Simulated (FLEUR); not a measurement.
**Energy of C along an even scaling of the cell**

System: C (P6₃/mmc, 8 atoms in the cell).
Method: Kohn-Sham DFT of a periodic cell, Wigner, all-electron, no spin polarisation (FLEUR MaX-R8.1 (later development tree)).

The 5 runs differ only in the geometry, by an even scaling of the cell at fixed fractional positions. The structure derives from an entry of the Crystallography Open Database.

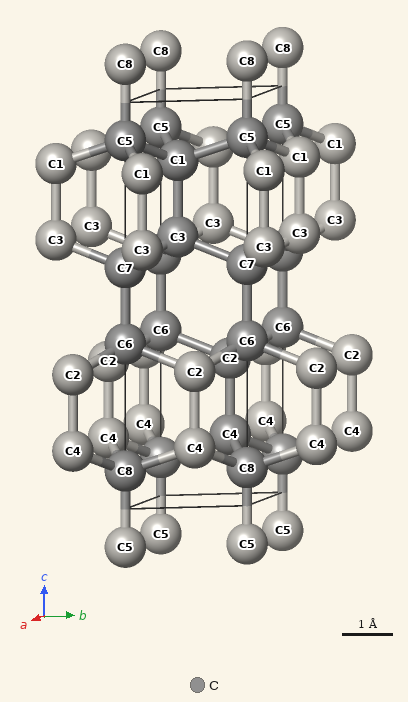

Figure 1. The structure of run 3 (ball-and-stick view of the cell of the calculation, seen slightly off an axis; neighbours outside the cell are drawn fainter; atoms are numbered from 1 in the order of the input).

## Input of run 3
```
<?xml version="1.0" encoding="UTF-8" standalone="no"?>
<fleurInput fleurInputVersion="0.39">
   <comment>
      C                                                                                                   
   </comment>
   <calculationSetup>
      <cutoffs Kmax="5.5" Gmax="17.0" GmaxXC="17.0" numbands="0"/>
      <scfLoop itmax="60" minDistance="0.00001" maxIterBroyd="15" imix="Anderson" alpha="0.05" precondParam="0.0" spinf="2.0" sdNocoIR="T"/>
      <coreElectrons ctail="T" frcor="F" kcrel="0" coretail_lmax="0"/>
      <xcFunctional name="wign" relativisticCorrections="F"/>
      <magnetism jspins="1"/>
      <soc l_soc="F" theta="0.0" phi="0.0" spav="F"/>
      <expertModes spex="0" secvar="F"/>
      <geometryOptimization l_f="F" forcealpha="1.0" forcemix="BFGS" epsdisp="0.00001" epsforce="0.00001"/>
      <ldaU l_linMix="F" mixParam="0.05" spinf="1.0"/>
   </calculationSetup>
   <cell>
      <bzIntegration valenceElectrons="32.0" mode="hist" fermiSmearingEnergy="0.00183747">
         <kPointListSelection listName="default-1"/>
         <!-- k-points included here -->
         <xi:include xmlns:xi="http://www.w3.org/2001/XInclude" href="kpts.xml"> </xi:include>
      </bzIntegration>
      <!-- symmetry operations included here -->
      <xi:include xmlns:xi="http://www.w3.org/2001/XInclude" href="sym.xml"> </xi:include>
      <bulkLattice scale="1.0000000000">
         <bravaisMatrix>
            <row-1>    4.7660782588536597     0.0000000000000000     0.0000000000000000</row-1>
            <row-2>   -2.3830391294268298     4.1275448486208255     0.0000000000000000</row-2>
            <row-3>    0.0000000000000000     0.0000000000000000    15.5658630609426591</row-3>
         </bravaisMatrix>
      </bulkLattice>
   </cell>
   <atomSpecies>
      <species name="Carbon (C)" element="C" atomicNumber="6">
         <mtSphere radius="1.31" gridPoints="447" logIncrement="0.023"/>
         <atomicCutoffs lmax="8" lnonsphr="6"/>
         <electronConfig flipSpins="F">
            <coreConfig>(1s1/2)</coreConfig>
            <valenceConfig>(2s1/2) (2p1/2) (2p3/2)</valenceConfig>
            <stateOccupation state="(2p1/2)" spinUp="0.333333" spinDown="0.333333"/>
            <stateOccupation state="(2p3/2)" spinUp="0.666667" spinDown="0.666667"/>
         </electronConfig>
         <energyParameters s="2" p="2" d="3" f="4"/>
         <lo type="SCLO" l="0" n="2" eDeriv="2"/>
         <lo type="SCLO" l="1" n="2" eDeriv="2"/>
         <lo type="SCLO" l="2" n="3" eDeriv="2"/>
      </species>
   </atomSpecies>
   <atomGroups>
      <atomGroup species="Carbon (C)">
         <relPos label="                   1">-1.000/3.000 1.000/3.000 -5.000/32.000</relPos>
         <relPos label="                   2">1.000/3.000 -1.000/3.000 11.000/32.000</relPos>
         <relPos label="                   3">-1.000/3.000 1.000/3.000 -11.000/32.000</relPos>
         <relPos label="                   4">1.000/3.000 -1.000/3.000 5.000/32.000</relPos>
         <force calculate="T" relaxXYZ="TTT"/>
      </atomGroup>
      <atomGroup species="Carbon (C)">
         <relPos label="                   5">.0000000000 .0000000000 -3.000/32.000</relPos>
         <relPos label="                   6">.0000000000 .0000000000 13.000/32.000</relPos>
         <relPos label="                   7">.0000000000 .0000000000 -13.000/32.000</relPos>
         <relPos label="                   8">.0000000000 .0000000000 3.000/32.000</relPos>
         <force calculate="T" relaxXYZ="TTT"/>
      </atomGroup>
   </atomGroups>
   <output dos="F" band="F" slice="F">
      <checks vchk="F" cdinf="F"/>
      <bandDOS minEnergy="-.5*Htr" maxEnergy="0.5*Htr" sigma="0.015" storeEVData="T"/>
      <vacuumDOS vacdos="F" integ="F" star="F" nstars="0" locx1="0.0" locy1="0.0" locx2="0.0" locy2="0.0" nstm="0" tworkf="0.0"/>
      <unfoldingBand unfoldBand="F" supercellX="1" supercellY="1" supercellZ="1"/>
      <plotting iplot="0" polar="F">
         <plot TwoD="T" vec1="  1.0  0.0  0.0" vec2="  0.0  1.0  0.0" vec3="  0.0  0.0  1.0" zero="  0.0  0.0  0.0" file="plot"/>
      </plotting>
      <chargeDensitySlicing numkpt="0" minEigenval="0.0" maxEigenval="0.0" nnne="0" pallst="F"/>
      <specialOutput eonly="F"/>
      <moessbauerParams electricFieldGradient="T" isomerShift="T" coreHyperfine="T" valenceHyperfine="T"/>
      <magneticCircularDichroism mcd="F" energyLo="-10.0" energyUp="0.0"/>
   </output>
  <!-- We include the file relax.xml here to enable relaxations (see documentation) -->
  <xi:include xmlns:xi="http://www.w3.org/2001/XInclude" href="relax.xml"> <xi:fallback/> </xi:include>
</fleurInput>
```

Command:
```bash
inpgen -f crystal.txt -profile fastHighL; fleur_MPI
```

Run 2 has the same physical settings and fractional positions; its lattice vectors (Å) are:
```
   2.488013    0.000000    0.000000
  -1.244007    2.154683    0.000000
   0.000000    0.000000    8.125774
```

## Results, with one run withheld

| run | volume per atom (Å³) | free energy per atom, from the lowest run given (meV) | gap on the mesh (eV) |
| --- | --- | --- | --- |
| 1 | 5.332 | 32.70 | 4.45 |
| 2 | 5.445 | ? | ? |
| 3 | 5.672 | 0.00 | 4.29 |
| 4 | 5.899 | 10.58 | 4.19 |
| 5 | 6.012 | 23.93 | 4.15 |

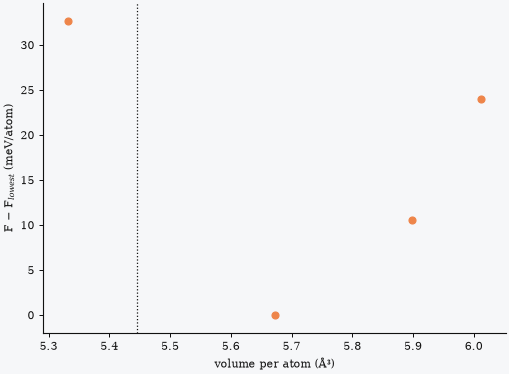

Figure 2. Free energy per atom of the runs given; the dotted line marks run 2.

Fit the runs given and predict run 2.

A quadratic polynomial in V^(−2/3) (the Birch–Murnaghan form), fitted to the 4 runs given, misses them by at most 0.07 meV per atom. With x = V^(−2/3) − 0.31270 Å⁻², it reads F = 0.27395 − 484.33 x + 1.7756e+05 x² (meV per atom). At run 2 it gives 14.44 meV per atom, and the run itself gives 14.49. The fit has its minimum at 5.682 Å³ per atom, where V d²F/dV² gives 439 GPa. Cell shape and fractional positions are held, so this is the stiffness under even scaling; the relaxed bulk modulus wasn't computed. The gap on the mesh goes, without turning, from 4.45 eV in run 1 to 4.15 eV in run 5; run 2 has 4.40 eV. These are gaps of this functional on this mesh, which can miss the band edges; they aren't the measured gap.

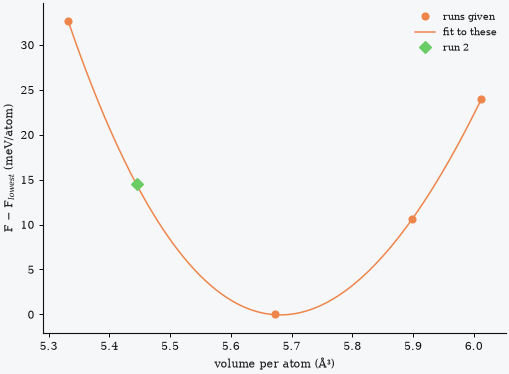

Figure 3. The fit and the withheld run.

## Output (run 2)
```
Welcome to FLEUR        (www.flapw.de)
      MaX-Release 8.1          (www.max-centre.eu)

 ========== k-point set info ==========
 Selected k-point list: default-1
 k-point list type: mesh
 12 x 12 x 4
 Number of k points: 57

 ------------Calculation Setup---------------------------
 Number of MPI-tasks      :            1
 Number of PE/node        :            1
 Number of OMP-threads    :            1
 Most efficient MPI parallelization for:
           1           3          19          57
 Additional eigenvalue parallelization possible
 Number of basis functions:          968
 Approximate size of matrices (H+S) per k-point:         0.014 GB
 --------------------------------------------------------

 Iteration:     1   Distance:      27.98598199 me/bohr^3

 Iteration:     2   Distance:      26.32270114 me/bohr^3

 Iteration:     3   Distance:       4.37379499 me/bohr^3

 Iteration:     4   Distance:       2.07382490 me/bohr^3

 Iteration:     5   Distance:       0.32343735 me/bohr^3

 Iteration:     6   Distance:       0.15300469 me/bohr^3

 Iteration:     7   Distance:       0.15736912 me/bohr^3

 Iteration:     8   Distance:       0.01369702 me/bohr^3

 Iteration:     9   Distance:       0.00305690 me/bohr^3

 Iteration:    10   Distance:       0.00277527 me/bohr^3

 Iteration:    11   Distance:       0.00004427 me/bohr^3

 Iteration:    12   Distance:       0.00001526 me/bohr^3

 Iteration:    13   Distance:       0.00000425 me/bohr^3

 ********************************************************************
 Run finished successfully
 Stop message:
   all done
 ********************************************************************
```
